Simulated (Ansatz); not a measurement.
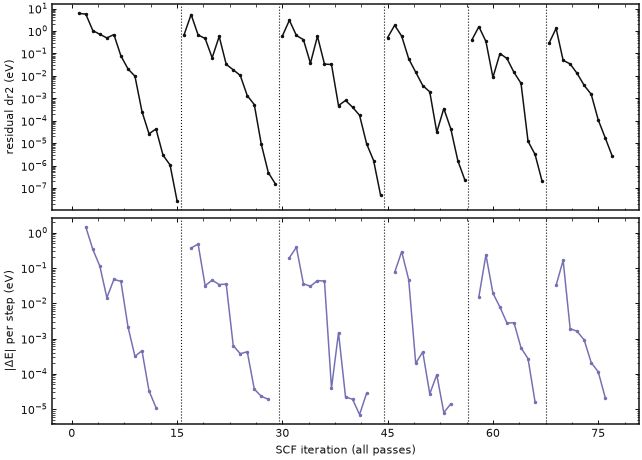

The plot shows the SCF iterations of a calculation: density residual dr2, step-to-step change of the Harris–Foulkes energy. Each stretch between dotted lines is the SCF of one geometry step of a relaxation. Energy differences below 3 × 10⁻⁶ eV aren't drawn. The starting density is a sum of atomic densities corrected by a trained network.

SnS$_{2}$ (3 atoms in the cell), run with Ansatz.

```
crystal:
  lattice:
    - [6.79980207, 0.0, 0.0]
    - [-3.39990104, 5.88880133, 0.0]
    - [0.0, 0.0, 10.38215519]
  atoms:
    - { symbol: Sn, position: [0.0, 0.0, 0.0] }
    - { symbol: S, position: [0.6666666667, 0.3333333333, 0.2639] }
    - { symbol: S, position: [0.3333333333, 0.6666666667, 0.7361] }
basis:
  ecutwfc: 500
kpoints:
  mp_grid: { grid: [12, 12, 6] }
hamiltonian:
  xc: r2scan
scf:
  occupations: { method: gaussian, width: 0.02 }
  max_iter: 100
output:
  forces: true
  eigenvalues: true
  stress: true
relax:
  adjacent_minimum: "off"
  f_tol: 0.005
  max_steps: 80
  cell: { stress_tol: 0.05 }
```

Run as:
```bash
ansatz run input.yaml --threads 4 --pin off --max-ram 10240MiB --backend cpu --events-out ev --progress --plain --runs-dir out
```

Question: How did this run end?

Answer: It did not finish: the time limit cut it off after 77 iterations in all. There are 6 passes, of 15, 14, 15, 12, 11 and 10 iterations. In pass 6, the residual is still falling at the last step (down to 2.6 × 10⁻⁶).

Question: Why did it fail, and what helps?

Answer: The input holds a fault, a lattice typed in bohr: crystal.lattice set to [[6.79980207, 0.0, 0.0], [-3.39990104, 5.88880133, 0.0], [0.0, 0.0, 10.38215519]]. The plot doesn't show it to be the cause; the time allowed was short.
